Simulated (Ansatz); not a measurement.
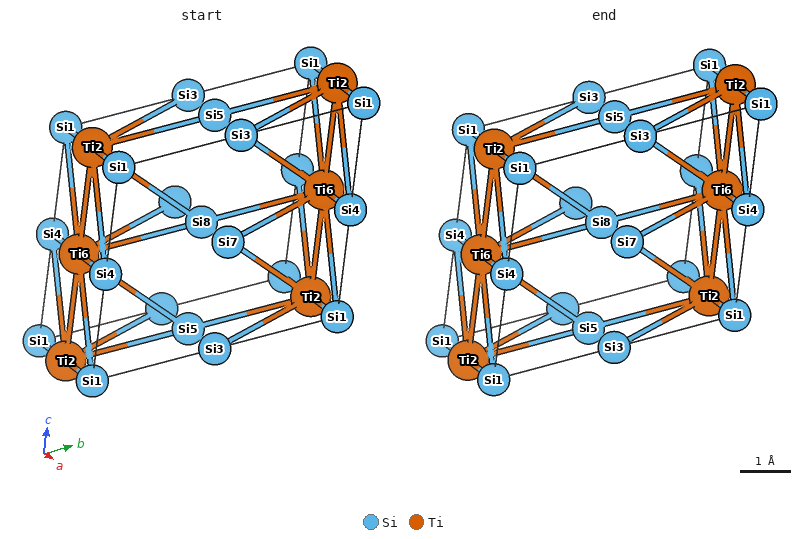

The structure of solid TiSi$_{3}$ (set up in Cmmm) before (left) and after (right) a relaxation, at one scale.

A ball-and-stick model of the cell of the calculation, seen slightly off an axis.

Case: 6 of 8 Ti sites taken by Si, cell and atoms relaxed.

Computed with Ansatz, DFT r2SCAN, scalar-relativistic, plane waves, PAW. Settings: plane-wave cutoff 500 eV; k-point mesh 8 × 8 × 8; occupations gaussian; smearing width 0.1 eV; no spin polarisation; cell and atoms relaxed; force threshold 0.015 eV/Å; at most 60 steps.

### Describe what moved and what it gained.

After 2 accepted moves (3 points after the start) the energy has fallen by 9.6 meV per atom. All forces vanish by symmetry, so only the cell relaxes. Pressure: −4.72 GPa at the start and −0.05 GPa at the end. At 1 point the geometry stayed and the basis and grid were re-selected for the new cell (energy shift of 0.1 meV per atom at most each time). No atom moves by more than 0.005 Å relative to the cell. The drawn cell changes as follows: a = b 5.497 → 5.414 Å (−1.5 %), c 5.497 → 5.440 Å (−1.0 %), α 60.0° → 59.8°, β 60.0° → 59.8°, γ 60.0° → 60.2°; the volume changes by −4.1 %. Among the contacts that change: Si1–Ti2 2.749 → 2.707 Å, Ti2–Si3 2.749 → 2.716 Å, Ti2–Ti6 2.749 → 2.720 Å. The space group stays Cmmm (No. 65).
